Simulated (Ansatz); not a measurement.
## Ge: a changed input and its effect

System: Ge (I4₁/amd, 2 atoms in the cell).
Method of run A: DFT r2SCAN, scalar-relativistic, plane waves, PAW, no spin polarisation (Ansatz 0.2.0).

The structure derives from a Materials Project entry. Text and figures count atoms from 1; the logs count them from 0 in places.

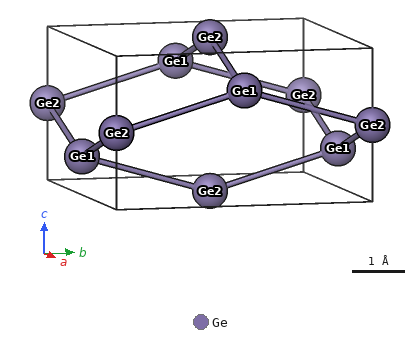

Figure 1. The input geometry (ball-and-stick view of the cell 2 times as large as that of the calculation, set on its symmetry axes, seen slightly off an axis; atoms are numbered from 1 in the order of the input). An atom can appear more than once, as a periodic image.

## Input file, run A
```yaml
crystal:
  lattice:
    - [-2.574489719, 2.574489719, 1.5022185914]
    - [2.574489719, -2.574489719, 1.5022185914]
    - [2.574489719, 2.574489719, -1.5022185914]
  atoms:
    - { symbol: Ge, position: [0.25, 0.75, 0.5] }
    - { symbol: Ge, position: [0.5, 0.5, 0.0] }
basis:
  ecutwfc: 500
kpoints:
  mp_grid: { grid: [20, 20, 20] }
hamiltonian:
  xc: r2scan
scf:
  occupations: { method: gaussian, width: 0.15 }
output:
  forces: true
  stress: true
  eigenvalues: true
```

Launched with:
```bash
ansatz run input.yaml --threads 1 --pin off --max-ram 2560MiB --backend cpu --events-out ev --progress --plain --runs-dir out
```

Hardware: 1 thread of Arm Neoverse V1, 24 GiB of memory available, shared host.

## Output, shortened to warnings, some set-up lines, iterations and results (run A)
```
Basis set: ecut = 500 eV, 1037 PW (Γ), exchange–correlation on 120×120×120 points (64 copies of the dense FFT grid, shifted against one another)
Symmetry: 16 space group operations
k-points: 641 of 8000
Initial density: superposition of atomic densities (neutral atoms: chi_scale 0, normalization atom), corrected by the library's trained network
[...]
SCF iter   1: F=—  HF=-8605.031561 eV  |F-HF|=—  |Δ(HF+E_count)|=         —  Δρ=6.98e-3  dr2=6.10e-3  dr2_τ=1.24e-3  ethr=1.77e-3  ⟨swp⟩=5.0  Hψ=47615  notcnv=0
SCF iter   2: F=—  HF=-8605.049611 eV  |F-HF|=—  |Δ(HF+E_count)|=   1.80e-2  Δρ=2.43e-3  dr2=1.01e-3  dr2_τ=2.35e-5  ethr=2.18e-5  ⟨swp⟩=2.0  Hψ=27263  notcnv=0  defer=45
SCF iter   3: F=—  HF=-8605.050145 eV  |F-HF|=—  |Δ(HF+E_count)|=   5.34e-4  Δρ=1.63e-3  dr2=5.34e-4  dr2_τ=7.12e-6  ethr=3.61e-6  ⟨swp⟩=1.0  Hψ=11447  notcnv=0  defer=45
SCF iter   4: F=—  HF=-8605.050490 eV  |F-HF|=—  |Δ(HF+E_count)|=   3.45e-4  Δρ=2.69e-4  dr2=3.33e-5  dr2_τ=2.70e-7  ethr=1.91e-6  ⟨swp⟩=2.0  Hψ=14028  notcnv=0  defer=45
SCF iter   5: F=—  HF=-8605.050510 eV  |F-HF|=—  |Δ(HF+E_count)|=   2.02e-5  Δρ=6.32e-5  dr2=1.92e-6  dr2_τ=1.14e-8  ethr=1.19e-7  ⟨swp⟩=2.0  Hψ=14024  notcnv=0  defer=45
SCF iter   6: F=-8605.050512 eV  HF=-8605.050512 eV  |F-HF|=6.36e-9  |Δ(HF+E_count)|=   1.17e-6  Δρ=9.05e-6  dr2=2.59e-8  dr2_τ=2.30e-10  ethr=3.57e-10  ⟨swp⟩=3.6  Hψ=47182  …
SCF 1 converged in 6 iterations: F = -8605.050512 eV  dr2 = 2.59e-8
SCF converged after 6 iterations
Free energy (F): -8605.050512 eV
Harris-Foulkes:  -8605.050512 eV  (|F-HF|=6.36e-9)
Internal energy: -8605.042244 eV  (E = F + TS)
E sigma→0 (E₀):  -8605.046378 eV
Entropy (-TS):   -0.008268 eV (-4.134 meV/atom)
Fermi energy:    9.980713 eV
--- Per-component energies (eV) ---
  E_band       = -268.465500
  E_kinetic    = 219.307583
  E_local      = -4412.559426  (includes V_loc(G=0)·N_el)
  E_nonlocal   = 835.154431
  E_hartree    = 1929.469714
  E_xc         = -137.340934
  E_vxc        = -134.819669  (∫ρ·V_xc dr)
  E_paw        = -4063.425947  (= ΣΔE_a)
  E_vpaw       = -642.213343  (= ΣTr[D̂ρ^β])
  E_aug_tail   = 0.000039  (compensation charges beyond the density's cutoff)
  E_vtau       = 7.732499  (kinetic-family band-sum trace: ∫τ·v_τ [+ j·A + Jᵃ·Aᵃ] dr)
  E_ewald      = -2973.476171
  E_core_change = -2.171532  (= ΣΔE_core)
  E_smearing   = -0.008268  (= −TS)
  E_closure    = 0.000000  (closes the sum)
  Σ components = -8605.050512   (vs F -8605.050512, Δ=0.00e0)
--- Forces (eV/Å), atoms counted from 1 ---
  atom   1  Ge     0.00000000    -0.00000000     0.00000000
  atom   2  Ge    -0.00000000     0.00000000     0.00000000
  max |Σ_I F_I| component: 1.39e-17 eV/Å
--- Stress (GPa, compression-positive) ---
       -3.400812       0.000000      -0.000000
        0.000000      -3.400812       0.000000
       -0.000000      -0.000000      -4.896786
  P = ⅓ Tr σ = -3.8995 GPa (-38.995 kbar)
```

The input of run B differs as follows (lines with − go, lines with + come):
```diff
-    - [-2.574489719, 2.574489719, 1.5022185914]
-    - [2.574489719, -2.574489719, 1.5022185914]
-    - [2.574489719, 2.574489719, -1.5022185914]
+    - [-2.574489719, 2.574489719, 1.2576713789]
+    - [2.574489719, -2.574489719, 1.2576713789]
+    - [2.574489719, 2.574489719, -1.2576713789]
```

Predict how the results change.

With the same functional and potentials, run B lies 111.0 meV per atom higher. The pressure goes from −3.90 to 12.89 GPa. The volume per atom goes from 19.91 to 16.67 Å³. The number of SCF iterations is the same. The plane waves at Γ go from 1037 to 837.

## Output, shortened to warnings, some set-up lines, iterations and results (run B)
```
Basis set: ecut = 500 eV, 837 PW (Γ), exchange–correlation on 120×120×120 points (64 copies of the dense FFT grid, shifted against one another)
Symmetry: 16 space group operations
k-points: 641 of 8000
Initial density: superposition of atomic densities (neutral atoms: chi_scale 0, normalization atom), corrected by the library's trained network
[...]
SCF iter   1: F=—  HF=-8604.788338 eV  |F-HF|=—  |Δ(HF+E_count)|=         —  Δρ=7.69e-3  dr2=6.98e-3  dr2_τ=3.68e-3  ethr=1.77e-3  ⟨swp⟩=5.1  Hψ=48286  notcnv=0
SCF iter   2: F=—  HF=-8604.827605 eV  |F-HF|=—  |Δ(HF+E_count)|=   3.93e-2  Δρ=2.76e-3  dr2=1.39e-3  dr2_τ=3.05e-5  ethr=2.49e-5  ⟨swp⟩=2.0  Hψ=28147  notcnv=0  defer=42
SCF iter   3: F=—  HF=-8604.828312 eV  |F-HF|=—  |Δ(HF+E_count)|=   7.07e-4  Δρ=1.56e-3  dr2=4.21e-4  dr2_τ=5.04e-6  ethr=4.95e-6  ⟨swp⟩=2.3  Hψ=14135  notcnv=0  defer=42
SCF iter   4: F=—  HF=-8604.828575 eV  |F-HF|=—  |Δ(HF+E_count)|=   2.63e-4  Δρ=3.96e-5  dr2=3.01e-7  dr2_τ=3.81e-8  ethr=1.50e-6  ⟨swp⟩=2.0  Hψ=14098  notcnv=0  defer=42
SCF iter   5: F=—  HF=-8604.828574 eV  |F-HF|=—  |Δ(HF+E_count)|=   4.20e-7  Δρ=1.16e-5  dr2=2.32e-8  dr2_τ=9.17e-10  ethr=1.07e-9  ⟨swp⟩=2.0  Hψ=20562  notcnv=0  defer=42
SCF iter   6: F=-8604.828575 eV  HF=-8604.828575 eV  |F-HF|=5.37e-10  |Δ(HF+E_count)|=   5.47e-8  Δρ=1.37e-6  dr2=4.42e-10  dr2_τ=1.74e-11  ethr=8.27e-11  ⟨swp⟩=2.3  Hψ=41440 …
SCF 1 converged in 6 iterations: F = -8604.828575 eV  dr2 = 4.42e-10
SCF converged after 6 iterations
Free energy (F): -8604.828575 eV
Harris-Foulkes:  -8604.828575 eV  (|F-HF|=5.37e-10)
Internal energy: -8604.820109 eV  (E = F + TS)
E sigma→0 (E₀):  -8604.824342 eV
Entropy (-TS):   -0.008466 eV (-4.233 meV/atom)
Fermi energy:    12.782404 eV
--- Per-component energies (eV) ---
  E_band       = -197.662897
  E_kinetic    = 225.079899
  E_local      = -4136.303757  (includes V_loc(G=0)·N_el)
  E_nonlocal   = 837.470645
  E_hartree    = 1825.872026
  E_xc         = -140.186068
  E_vxc        = -138.811907  (∫ρ·V_xc dr)
  E_paw        = -4064.794864  (= ΣΔE_a)
  E_vpaw       = -644.701640  (= ΣTr[D̂ρ^β])
  E_aug_tail   = 0.000027  (compensation charges beyond the density's cutoff)
  E_vtau       = 7.859466  (kinetic-family band-sum trace: ∫τ·v_τ [+ j·A + Jᵃ·Aᵃ] dr)
  E_ewald      = -3149.786485
  E_core_change = -2.171532  (= ΣΔE_core)
  E_smearing   = -0.008466  (= −TS)
  E_closure    = -0.000000  (closes the sum)
  Σ components = -8604.828575   (vs F -8604.828575, Δ=0.00e0)
--- Forces (eV/Å), atoms counted from 1 ---
  atom   1  Ge    -0.00000000    -0.00000000     0.00000000
  atom   2  Ge    -0.00000000    -0.00000000     0.00000000
  max |Σ_I F_I| component: 4.16e-17 eV/Å
--- Stress (GPa, compression-positive) ---
        6.873750       0.000000       0.000000
        0.000000       6.873750       0.000000
       -0.000000      -0.000000      24.915300
  P = ⅓ Tr σ = 12.8876 GPa (128.876 kbar)
```

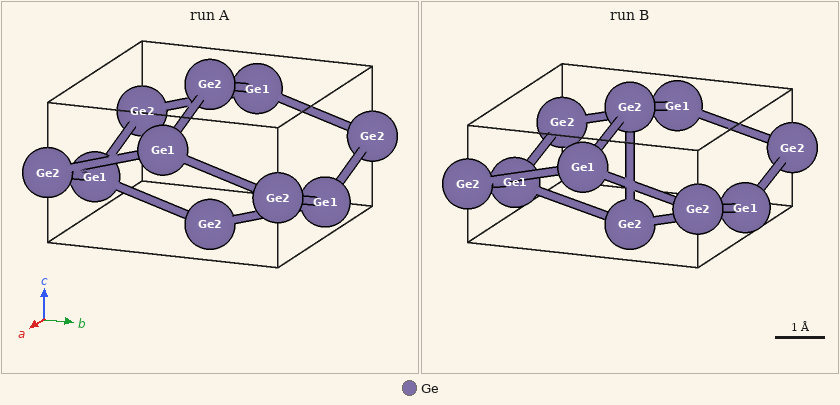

Figure 2. The two input geometries at one scale (ball-and-stick view of the cell 2 times as large as that of the calculation, set on its symmetry axes, seen slightly off an axis). No atom moves by more than 0.005 Å relative to the cell. The volume changes by −16.3 %, with a = b stay at 5.149 Å, c 3.004 → 2.515 Å (−16.3 %). Among the contacts that change: Ge1–Ge1 3.004 → 2.515 Å, Ge1–Ge2 2.682 → 2.650 Å.

## The two runs side by side

| quantity | run A | run B |
| --- | --- | --- |
| outcome | converged | converged |
| free energy per atom (eV) | −4302.5253 | −4302.4143 |
| energy per atom, smearing taken to zero (eV) | −4302.5232 | −4302.4122 |
| gap on the mesh (eV) | 0.00 | 0.00 |
| pressure (GPa) | −3.90 | 12.89 |
| volume per atom (Å³) | 19.91 | 16.67 |
| largest force (eV/Å) | 0.000 | 0.000 |
| SCF iterations | 6 | 6 |
| irreducible k-points | 641 | 641 |
| plane waves at Γ | 1037 | 837 |
| wall time (shared host) | 52 s | 48 s |
